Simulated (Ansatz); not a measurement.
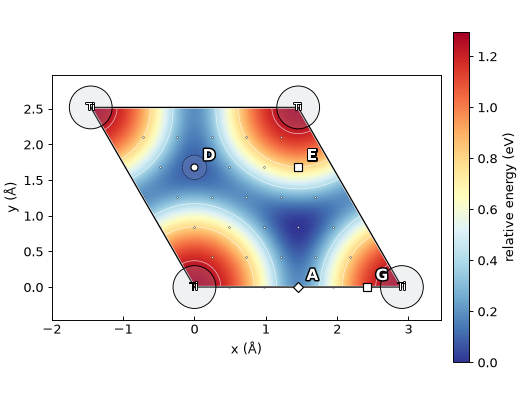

S on a Ti(111) slab cut from the Fm-3m phase, its upper half relaxed before the scan (12 atoms of substrate and one adsorbate in a 2 × 2 cell). S is moved over the surface cell; relaxed at each place: the height of the adsorbate's atoms; substrate rigid; the origin of the map has the adsorbate above Ti9. Places are given modulo a cell vector. The map is drawn in real space over the plane of the surface. The grid has 6 × 6 points; 10 points were computed and 26 follow by symmetry. Places are given in fractions of the 1 × 1 surface cell. Energies: eV, counted from the lowest grid point. Theory: Ansatz, DFT PBE, scalar-relativistic, plane waves, PAW. Settings: cutoff 420 eV, k-mesh 6×6×1, gaussian smearing 0.1 eV, no spin polarisation.

Drawn: a smooth colour map with a few white contour lines, dots at the grid points, labelled circles for the atoms of the top layer and small ones for the second layer, the outline of one cell of the plane, lettered points. Between grid points the surface is interpolated.

Rank the lettered points by energy, lowest first.

D (0.08 eV), A (0.19 eV), E (0.79 eV), G (1.13 eV).

PAW datasets: the set soft_1.
